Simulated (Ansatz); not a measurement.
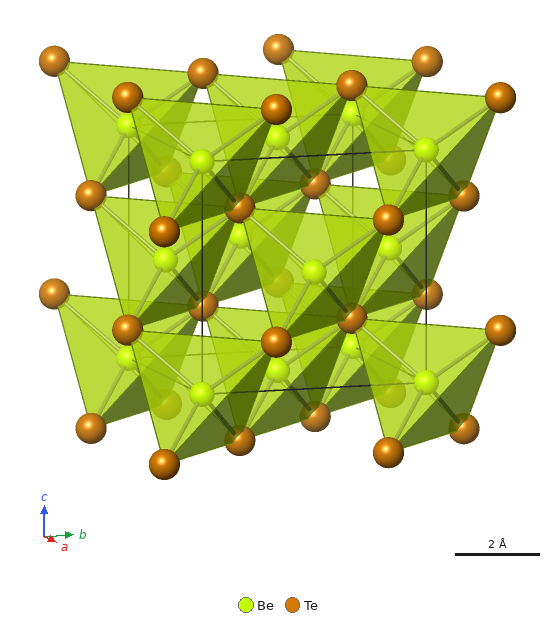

Fig. 1: The starting structure (polyhedral view of the cell 4 times as large as that of the calculation, set on its symmetry axes, seen slightly off an axis; polyhedra are completed across the faces of the cell).

Geometry relaxation of BeTe (part 1 of 2)

BeTe (2 atoms in the cell), computed with DFT PBEsol, scalar-relativistic, plane waves, PAW, no spin polarisation (Ansatz 0.2.0).

The structure derives from a Materials Project entry.

What the program printed
```
Engine: ansatz 0.2.0, aarch64-unknown-linux-gnu
Pseudopotentials: kind: paw
Pseudopotential: Be, paw, valence charge 2, recommended cutoff 420 eV (normal), Be.paw.azcp
Pseudopotential: Te, paw, valence charge 16, recommended cutoff 420 eV (normal), Te.paw.azcp
Functional definition: PBEsol
  exchange = pbesol_x
  correlation = pbesol_c
Crystal: 2 atoms, lattice volume = 45.401 Å³
Basis set: ecut = 420 eV, 893 PW (Γ), exchange–correlation on 54×54×54 points (8 copies of the dense FFT grid, shifted against one another)
Bands: 13, of which v1, the nominal top of the filled ones, is band 9 counted from 1 (8 counted from 0)
Symmetry: 24 space group operations
Space group: F-43m (ITA 216), of the structure as read, at distance tolerance 3.6e-5 Å
k-points: 29 of 512 (time reversal used)
Non-local potential: Be, projectors of the file, l = 0: 2, l = 1: 2, l = 2: 1
Non-local potential: Te, projectors of the file, l = 0: 2, l = 1: 2, l = 2: 2, l = 3: 2
PAW form: soft (Blöchl's): semilocal exchange-correlation on the pseudo side does not see the compensation charge
PAW frozen core: Be, regenerated for the run's functional, and the local potential with it (the file was generated under x = pbe(κ = 0.804, μ = 0.2195149727645171), c = pbe(β = 0.06672455060314922))
PAW frozen core: Te, regenerated for the run's functional, and the local potential with it (the file was generated under x = pbe(κ = 0.804, μ = 0.2195149727645171), c = pbe(β = 0.06672455060314922))
PAW one-centre angular grid: Be, 110 points (default); XC on 64 Gauss nodes
PAW one-centre angular grid: Te, 590 points (default); XC on 64 Gauss nodes
Initial density: superposition of atomic densities (neutral atoms: chi_scale 0, normalization atom), corrected by the library's trained network
Initial wavefunctions: pseudopotential atomic-orbital guess
Functional: x = pbesol(κ = 0.804, μ = 0.12345679012345678), c = pbesol(β = 0.046)
SCF iter   1: F=—  HF=-6992.559063 eV  |F-HF|=—  |Δ(HF+E_count)|=         —  Δρ=2.60e-3  dr2=4.19e-3  ethr=1.77e-3  ⟨swp⟩=7.3  Hψ=2476  notcnv=0
preconditioner: auto → none  [insulator: Δε(μ)=1.918 eV  Ē_g=10.199 eV  σ=0.020 eV  W_gap=1.00  n_scr=14 (ndim 8)  ℏωp=15.6 eV  f_vac=0.010  D(μ)=0.00/eV (n_scr^D=0)  ε∞_Penn≈3.3]
SCF iter   2: F=—  HF=-6992.557576 eV  |F-HF|=—  |Δ(HF+E_count)|=   1.49e-3  Δρ=8.05e-4  dr2=2.66e-4  ethr=2.33e-5  ⟨swp⟩=2.3  Hψ=770  notcnv=0
SCF iter   3: F=—  HF=-6992.557500 eV  |F-HF|=—  |Δ(HF+E_count)|=   7.61e-5  Δρ=3.08e-4  dr2=2.79e-5  ethr=1.48e-6  ⟨swp⟩=2.0  Hψ=638  notcnv=0
SCF iter   4: F=—  HF=-6992.557531 eV  |F-HF|=—  |Δ(HF+E_count)|=   3.12e-5  Δρ=1.07e-4  dr2=2.81e-6  ethr=1.55e-7  ⟨swp⟩=1.9  Hψ=417  notcnv=0
SCF iter   5: F=—  HF=-6992.557534 eV  |F-HF|=—  |Δ(HF+E_count)|=   2.59e-6  Δρ=1.17e-5  dr2=1.05e-7  ethr=1.56e-8  ⟨swp⟩=2.2  Hψ=523  notcnv=0
SCF iter   6: F=-6992.557534 eV  HF=-6992.557534 eV  |F-HF|=5.18e-9  |Δ(HF+E_count)|=   4.34e-8  Δρ=3.09e-6  dr2=6.50e-9  ethr=5.56e-10  ⟨swp⟩=9.4  Hψ=2500  notcnv=0
SCF 1 converged in 6 iterations: F = -6992.557534 eV  dr2 = 6.50e-9
  greatest PAW one-centre occupation: 0.998 electrons in one spin orbital (limit 2), on the Te atom at site 1 (counted from 0), in its partial waves of l = 2
relax step   1: F+E_penalty+E_count = -6992.55753375 eV  Δ(F+E_penalty+E_count) = +0.000e0 eV  max|allowed force component| = 1.388e-16 eV/Å  Δτ_max = 0.0000 Å  P = -1.757 GPa  Ω = 45.401 Å³  (6 SCF iters, dr2 threshold 1.00e-7 eV, accepted)
Crystal: 2 atoms, lattice volume = 43.463 Å³
Basis set: ecut = 420 eV, 869 PW (Γ), exchange–correlation on 54×54×54 points (8 copies of the dense FFT grid, shifted against one another)
Initial density: handed on by an earlier stage of this run
Initial wavefunctions: those handed on with the density
iter 1 solved again at ethr=4.16e-5 eV; its pass at ethr=3.10e-3 eV (dr2=7.48e-3 eV) is discarded
SCF iter   1: F=—  HF=-6992.566809 eV  |F-HF|=—  |Δ(HF+E_count)|=         —  Δρ=2.99e-3  dr2=7.58e-3  ethr=4.16e-5  ⟨swp⟩=1.6  Hψ=2940  notcnv=0
preconditioner: auto → none  [insulator: Δε(μ)=1.796 eV  Ē_g=10.405 eV  σ=0.020 eV  W_gap=1.00  n_scr=14 (ndim 8)  ℏωp=15.9 eV  f_vac=0.004  D(μ)=0.00/eV (n_scr^D=0)  ε∞_Penn≈3.3]
SCF iter   2: F=—  HF=-6992.564315 eV  |F-HF|=—  |Δ(HF+E_count)|=   2.49e-3  Δρ=6.43e-4  dr2=3.52e-4  ethr=4.16e-5  ⟨swp⟩=2.4  Hψ=596  notcnv=0
SCF iter   3: F=—  HF=-6992.564239 eV  |F-HF|=—  |Δ(HF+E_count)|=   7.57e-5  Δρ=2.20e-4  dr2=2.78e-5  ethr=1.95e-6  ⟨swp⟩=2.1  Hψ=506  notcnv=0
SCF iter   4: F=—  HF=-6992.564264 eV  |F-HF|=—  |Δ(HF+E_count)|=   2.56e-5  Δρ=5.93e-5  dr2=1.56e-6  ethr=1.55e-7  ⟨swp⟩=2.2  Hψ=630  notcnv=0
SCF iter   5: F=-6992.564265 eV  HF=-6992.564265 eV  |F-HF|=2.70e-8  |Δ(HF+E_count)|=   7.39e-7  Δρ=1.04e-5  dr2=3.04e-8  ethr=1.11e-9  ⟨swp⟩=10.8  Hψ=2949  notcnv=0
SCF 2 converged in 5 iterations: F = -6992.564265 eV  dr2 = 3.04e-8
relax step   2: F+E_penalty+E_count = -6992.56426522 eV  Δ(F+E_penalty+E_count) = -6.731e-3 eV  max|allowed force component| = 2.862e-17 eV/Å  Δτ_max = 0.0000 Å  P = +0.785 GPa  Ω = 43.463 Å³  energy of the carried Pulay correction = +2.866e-4 eV  (5 SCF iters, dr2 threshold 2.00e-7 eV, accepted)
Crystal: 2 atoms, lattice volume = 44.043 Å³
iter 1 solved again at ethr=4.13e-6 eV; its pass at ethr=3.10e-3 eV (dr2=7.43e-4 eV) is discarded
SCF iter   1: F=—  HF=-6992.565742 eV  |F-HF|=—  |Δ(HF+E_count)|=         —  Δρ=9.28e-4  dr2=7.44e-4  ethr=4.13e-6  ⟨swp⟩=2.0  Hψ=2896  notcnv=0
preconditioner: auto → none  [insulator: Δε(μ)=1.841 eV  Ē_g=10.353 eV  σ=0.020 eV  W_gap=1.00  n_scr=14 (ndim 8)  ℏωp=15.8 eV  f_vac=0.009  D(μ)=0.00/eV (n_scr^D=0)  ε∞_Penn≈3.3]
SCF iter   2: F=—  HF=-6992.565500 eV  |F-HF|=—  |Δ(HF+E_count)|=   2.42e-4  Δρ=2.01e-4  dr2=3.52e-5  ethr=4.13e-6  ⟨swp⟩=2.0  Hψ=554  notcnv=0
SCF iter   3: F=—  HF=-6992.565516 eV  |F-HF|=—  |Δ(HF+E_count)|=   1.60e-5  Δρ=6.23e-5  dr2=2.36e-6  ethr=1.95e-7  ⟨swp⟩=2.0  Hψ=492  notcnv=0
SCF iter   4: F=-6992.565516 eV  HF=-6992.565516 eV  |F-HF|=5.31e-8  |Δ(HF+E_count)|=   3.73e-7  Δρ=1.78e-5  dr2=1.21e-7  ethr=1.11e-9  ⟨swp⟩=10.8  Hψ=2782  notcnv=0
SCF 3 converged in 4 iterations: F = -6992.565516 eV  dr2 = 1.21e-7
relax step   3: F+E_penalty+E_count = -6992.56551633 eV  Δ(F+E_penalty+E_count) = -1.251e-3 eV  max|allowed force component| = 2.891e-17 eV/Å  Δτ_max = 0.0000 Å  P = -0.037 GPa  Ω = 44.043 Å³  energy of the carried Pulay correction = +1.995e-4 eV  (4 SCF iters, dr2 threshold 2.00e-7 eV, accepted)
Initial wavefunctions: pseudopotential atomic-orbital guess (no wavefunctions were taken with the density)
iter 1 solved again at ethr=7.70e-7 eV; its pass at ethr=3.10e-3 eV (dr2=1.39e-4 eV) is discarded
SCF iter   1: F=—  HF=-6992.565298 eV  |F-HF|=—  |Δ(HF+E_count)|=         —  Δρ=3.03e-5  dr2=1.67e-7  ethr=7.70e-7  ⟨swp⟩=2.3  Hψ=3362  notcnv=0
eigensolver tolerance schedule: the retry pair's looser diagonalisation over-reported the residual by 827.22 of it (diagonalisation noise at 0.26 of the residual, at the tolerance the schedule requests for it); recorded, not acted on — ethr = c·dr2/N_el stays at c = 1.0e-1
preconditioner: auto → none  [insulator: Δε(μ)=1.838 eV  Ē_g=10.349 eV  σ=0.020 eV  W_gap=1.00  n_scr=14 (ndim 8)  ℏωp=15.8 eV  f_vac=0.007  D(μ)=0.00/eV (n_scr^D=0)  ε∞_Penn≈3.3]
SCF iter   2: F=—  HF=-6992.565319 eV  |F-HF|=—  |Δ(HF+E_count)|=   2.13e-5  Δρ=1.36e-5  dr2=3.63e-8  ethr=9.29e-10  ⟨swp⟩=2.1  Hψ=640  notcnv=0
SCF iter   3: F=—  HF=-6992.565319 eV  |F-HF|=—  |Δ(HF+E_count)|=   3.49e-8  Δρ=2.30e-6  dr2=1.05e-9  ethr=2.02e-10  ⟨swp⟩=2.6  Hψ=596  notcnv=0
SCF iter   4: F=—  HF=-6992.565319 eV  |F-HF|=—  |Δ(HF+E_count)|=   1.59e-9  Δρ=4.84e-7  dr2=1.00e-10  ethr=5.85e-12  ⟨swp⟩=2.4  Hψ=625  notcnv=0
SCF iter   5: F=-6992.565319 eV  HF=-6992.565319 eV  |F-HF|=1.82e-12  |Δ(HF+E_count)|=  3.37e-11  Δρ=1.48e-7  dr2=6.83e-12  ethr=1.00e-12  ⟨swp⟩=7.2  Hψ=1808  notcnv=0
SCF 4 converged in 5 iterations: F = -6992.565319 eV  dr2 = 6.83e-12
relax step   4: F+E_penalty+E_count = -6992.56531924 eV  Δ(F+E_penalty+E_count) = +1.971e-4 eV  max|allowed force component| = 4.857e-17 eV/Å  Δτ_max = 0.0000 Å  P = -0.038 GPa  Ω = 44.043 Å³  stress off target by 3.77e-2 GPa  SCF on the basis re-selected at this cell (its energy is not comparable with the rows above)  (5 SCF iters)
```

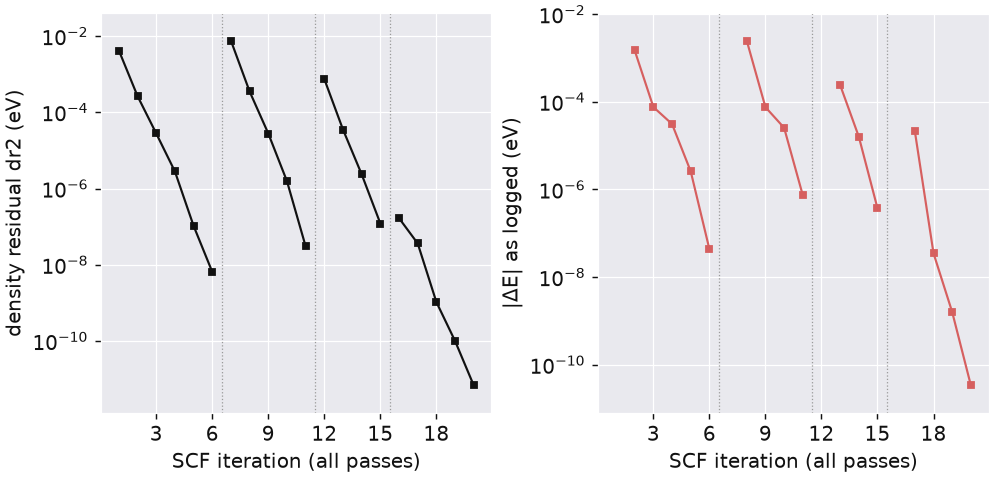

Fig. 2: Convergence of the self-consistent field: density residual dr2 and size of the energy change against the SCF iteration. The dotted lines part the SCF passes of the relaxation: geometry steps, rejected trials and re-solves on a re-selected basis. The passes take 6, 5, 4 and 5 iterations.

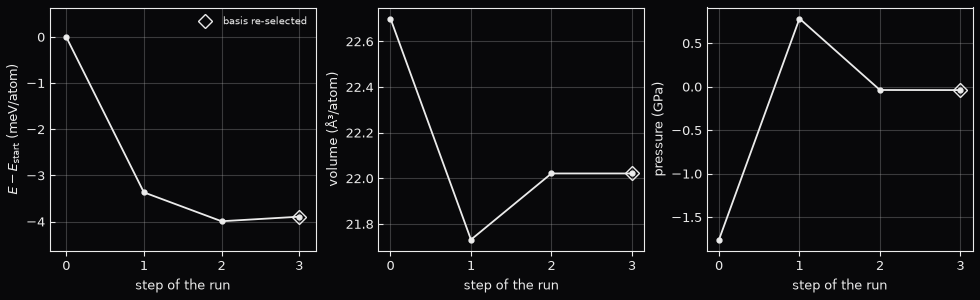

Fig. 3: Progress of the relaxation, step by step (the first geometry is step 0 here and step 1 in the log).

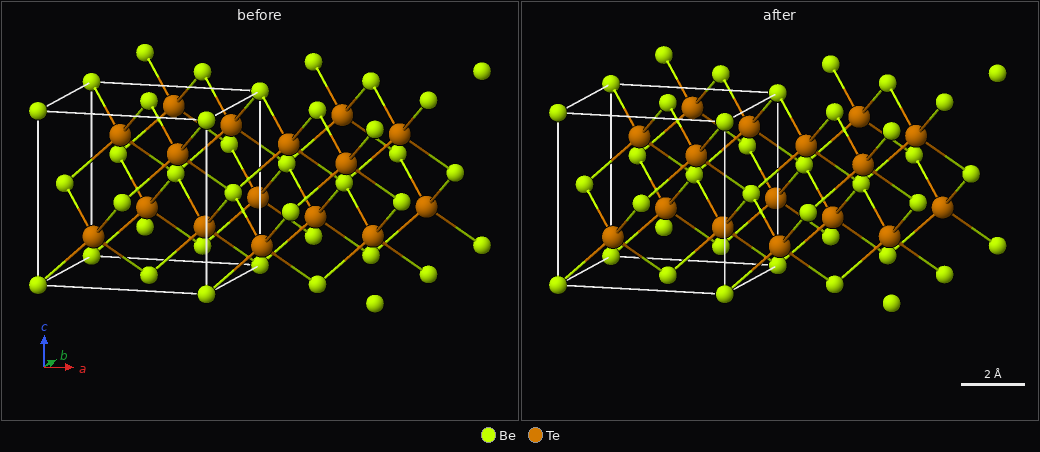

Fig. 4: Before (left) and after (right) the relaxation, at one scale (ball-and-stick view of the cell 4 times as large as that of the calculation, set on its symmetry axes, repeated 2 × 2 × 1, seen slightly off an axis). The energy falls by 4.0 meV per atom in 2 geometry steps. All forces vanish by symmetry, so only the cell relaxes. The pressure goes from −1.76 to −0.04 GPa. The atoms keep their places relative to the cell (all moves are under 0.005 Å). The volume changes by −3.0 %, with a = b = c 5.663 → 5.606 Å (−1.0 %). Distances before and after: Be1–Te2 2.452 → 2.427 Å. The space group stays F-43m (No. 216). A last SCF at the same geometry on a re-selected plane-wave basis shifts the energy by +0.1 meV per atom. (Atoms are counted from 1 in the order of the input.)
